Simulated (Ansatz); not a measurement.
The structure in question:

```
Cd
1.0
     3.46158    0.00000    0.00000
     0.00000    3.46158    0.00000
     0.00000    0.00000    3.67570
Cd
2
Direct
  0.00000 0.00000 0.00000
  0.50000 0.50000 0.50000
```

### What crystal do these data define?

The element is cadmium. Space group I4/mmm (No. 139), lattice body-centred tetragonal. The cell holds two atoms. Counting contacts within bonding distance, the coordination numbers are Cd 8.

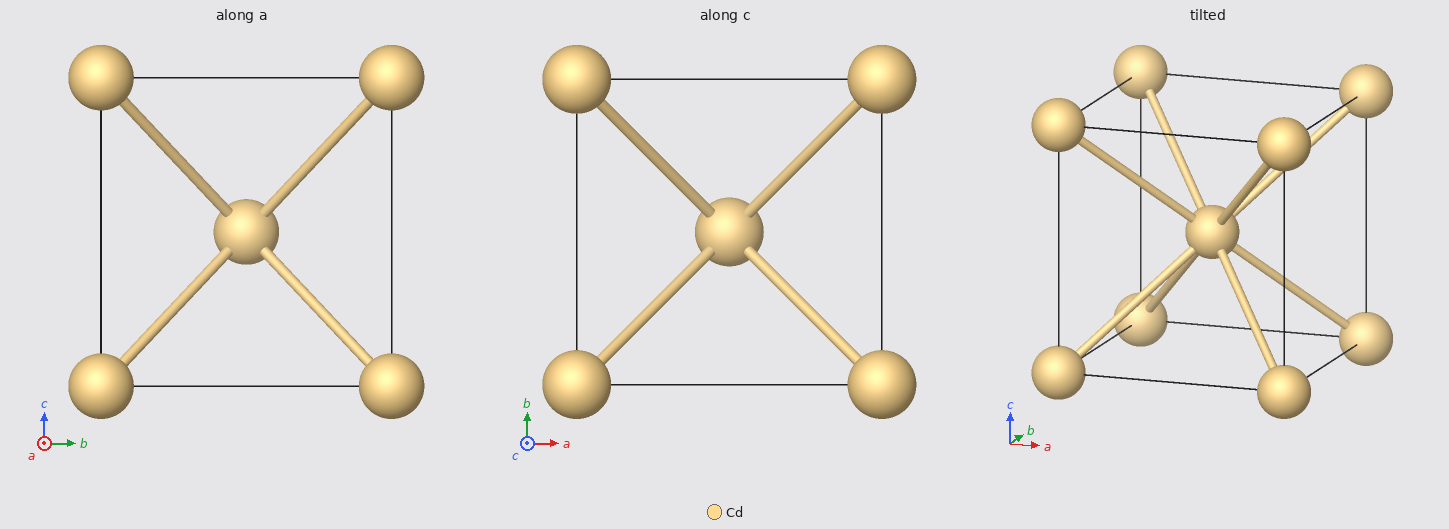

Crystal structure, ball-and-stick style, seen along the a axis, along the c axis and slightly off an axis. Thin lines show the conventional unit cell, with boundary atoms drawn in all their periodic places.

Starting structure: a structure listed in the Materials Project. The cell was then strained or its atoms displaced on purpose. A calculation with Ansatz used it as input.

At this level of theory the cell isn't at rest (stretched, at -4 GPa), so its distances can differ from those at equilibrium, the more so the softer the solid.
